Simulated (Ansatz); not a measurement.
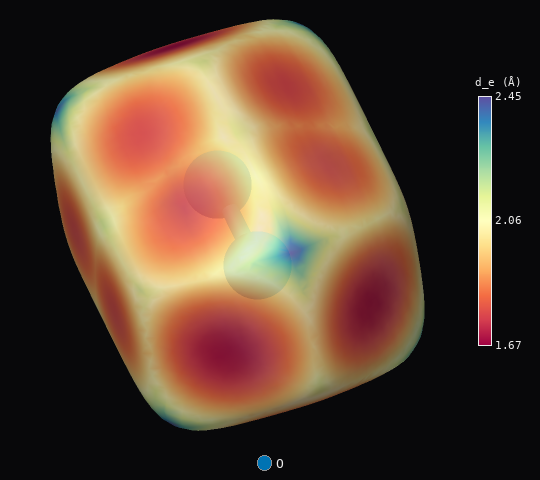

Hirshfeld surface computed for the O₂ molecule in O in space group R-3m, coloured by d_e.

The surface is where the fragment's share of the procrystal density (the sum of the densities of spherically averaged neutral Hartree-Fock atoms) equals one half. d_i and d_e are the distances from the surface to the nearest nucleus inside and outside. Van der Waals radii (Alvarez): O 1.50 Å.

Origin of the cell: the end point of a relaxation with DFT PBE+D3(BJ), scalar-relativistic, plane waves, PAW in Ansatz 0.2.0.

```cif
data_structure
_symmetry_space_group_name_H-M 'R-3m:H'
_symmetry_Int_Tables_number 166
_cell_length_a 3.5343
_cell_length_b 3.5343
_cell_length_c 11.6260
_cell_angle_alpha 90.000
_cell_angle_beta 90.000
_cell_angle_gamma 120.000
_cell_volume 125.77
loop_
_atom_site_label
_atom_site_type_symbol
_atom_site_symmetry_multiplicity
_atom_site_Wyckoff_symbol
_atom_site_fract_x
_atom_site_fract_y
_atom_site_fract_z
_atom_site_occupancy
O1 O 6 c 0.00000 0.00000 0.05241 1
```

Which contact with the surroundings is the closest relative to the atoms' sizes?

Answer. O···O at 3.35 Å, 112 % of the sum of the van der Waals radii.

How is the surface shared among contacts (both directions of a pair summed)?

Answer. O···O 100 %.

Give the size and shape of the surface.

Answer. It encloses about 39.4 Å³, has an area of about 59 Å² and a globularity of 0.96 (1 for a sphere).
